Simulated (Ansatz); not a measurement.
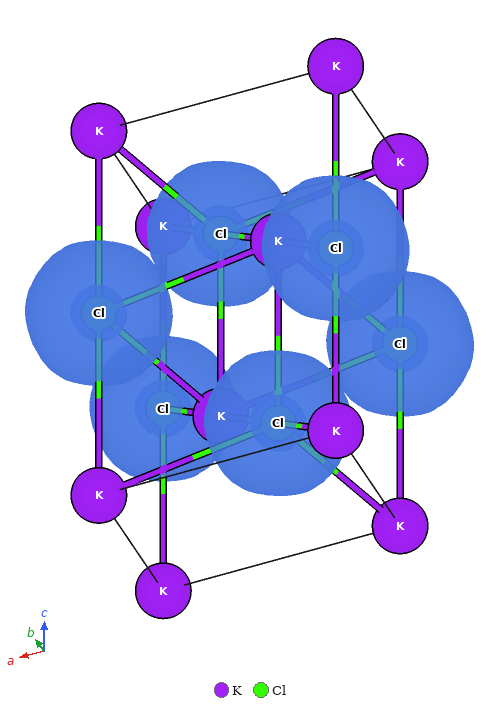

Figure. KCl. Isosurface of the electron localisation function at 0.75 (blue), seen at an oblique angle. Core shells and regions of very low density are left out. Sticks mark near contacts.

Space group R-3m; changed on purpose from its base cell (equal xy, yz and zx shear strains of -1 %, PAW files); computed pressure about 4 GPa in this cell.

Computed with DFT, PBE, PAW with Ansatz's default frozen-core files, scalar-relativistic (Ansatz 0.2.0).

Core electrons are frozen (PAW), and the valence fields are smoothed inside the atomic spheres.

### Identify the bonds, lone pairs and shells in this picture.

The surface consists of three regions wrapped around Cl (the valence shell of each), counted in one cell of 6 atoms. Regions shared between cells count once.

Values along the shortest contacts:
K–Cl (3.12 Å): the ELF is about 0.10 at the midpoint (a closed-shell, largely ionic contact). K–Cl (3.16 Å): the ELF is about 0.05 at the midpoint: a closed-shell, largely ionic contact.

### Does the calculation make it a metal, or give it a gap?

It is gapped, with a Kohn–Sham gap of 5.6 eV on the k-point mesh, an upper bound to the gap of this method.
